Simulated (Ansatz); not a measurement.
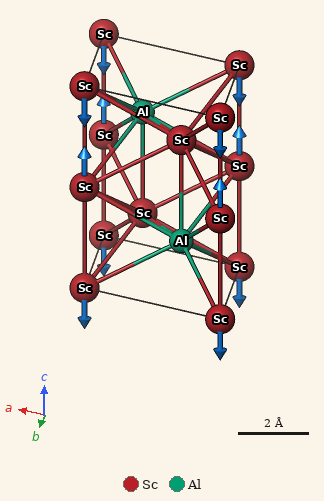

One vibrational mode of solid Sc₂Al at the zone centre. The blue arrows give the relative displacements of the atoms. A ball-and-stick model of the cell of the calculation, seen from a free direction.

All numbers below come from Ansatz, DFT PBEsol, scalar-relativistic, plane waves, PAW.

The input:
```yaml
crystal:
  lattice:
    - [4.8509490997, 0.0, 0.0]
    - [-2.4254745498, 4.2010451528, 0.0]
    - [0.0, 0.0, 6.095658723]
  atoms:
    - { symbol: Sc, position: [0.0, 0.0, 0.0] }
    - { symbol: Sc, position: [0.0, 0.0, 0.5] }
    - { symbol: Sc, position: [0.3333333333, 0.6666666667, 0.75] }
    - { symbol: Sc, position: [0.6666666667, 0.3333333333, 0.25] }
    - { symbol: Al, position: [0.3333333333, 0.6666666667, 0.25] }
    - { symbol: Al, position: [0.6666666667, 0.3333333333, 0.75] }
basis:
  ecutwfc: 420
kpoints:
  mp_grid: { grid: [12, 12, 6] }
hamiltonian:
  xc: pbesol
scf:
  occupations: { method: fermi_dirac, width: 0.15 }
output:
  eigenvalues: true
phonons:
  method: dfpt
  eigenvectors: true
```

Command:
```bash
ansatz run input.yaml --threads 2 --pin off --max-ram 6144MiB --backend cpu --events-out ev --progress --plain --runs-dir out
```

The frequencies depend somewhat on the k-mesh and the smearing.

Describe the mode and give its frequency.

Answer. This is the B₂u mode at 29.5 meV, optical level 8 of 10, counted from below, silent by symmetry (neither infrared- nor Raman-active). The Sc (2d) and Al atoms stay at rest; all motion is along c; atoms of one kind move against one another, with no net shift of their sublattice.
